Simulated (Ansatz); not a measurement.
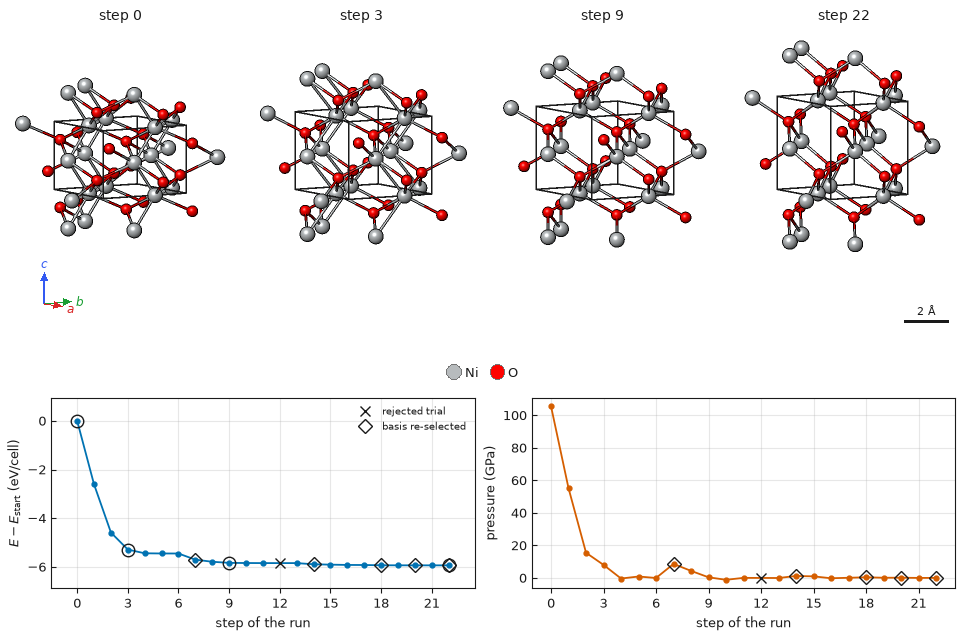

Frames of a relaxation of crystalline NiO (a generated structure, set up in C222_1) (coarse preliminary run), marked on the history of the run. Style: ball-and-stick. Shown: the conventional cell (2 times the calculation's cell), from a free direction. Lengths and directions refer to the drawn axes.

Computed with DFT PBE, scalar-relativistic, plane waves, PAW in Ansatz. Settings: plane-wave cutoff 420 eV; k-point mesh 6 × 6 × 6; occupations gaussian; smearing width 0.1 eV; collinear spin; cell and atoms relaxed; force threshold 0.04 eV/Å; at most 70 steps.

> Describe the path.

Over 16 accepted moves (22 points after the start) the energy falls by 5.937 eV per cell of the calculation. The largest force component goes from 6.9 to 0.0045 eV/Å. Pressure: 105.46 GPa at the start and 0.03 GPa at the end. The line search rejected the trial step at point 12 of the run. At 5 points the geometry stayed and the basis and grid were re-selected for the new cell (energy shift of 0.253 eV per cell of the calculation at most each time). The largest moves relative to the cell, 0.43 Å, are those of O atoms. By element the largest moves are O 0.43 Å, Ni 0.23 Å. Cell: a 4.389 → 4.803 Å (+9.4 %), b 4.389 → 4.072 Å (−7.2 %), c 3.103 → 4.256 Å (+37.1 %). Volume +39.2 %. Some distances before and after: Ni–Ni 1.900 → 2.592 Å, Ni–O 1.900 → 1.966 Å, Ni–O 1.900 → 1.890 Å. Bonds break: Ni–Ni (1.90 → 2.59 Å). Among the angles between lasting bonds that change: O–Ni–O 60.0° → 97.5°, Ni–O–Ni 146.4° → 117.1°, Ni–O–Ni 60.0° → 86.6°. The space group stays C222_1 (No. 20). The program noted that the starting moments weren't kept. The run may lie on a higher electronic state than the lowest, so the end point isn't shown to be the ground-state structure. From step 0 to 3: O atoms move most (0.31 Å), volume +25.0 %, energy −5.288 eV per cell of the calculation. From step 3 to 9: O atoms move most (0.12 Å), volume +9.5 %, energy −0.547 eV per cell of the calculation. From step 9 to 22: Ni atoms move most (0.05 Å), volume +1.7 %, energy −0.102 eV per cell of the calculation.
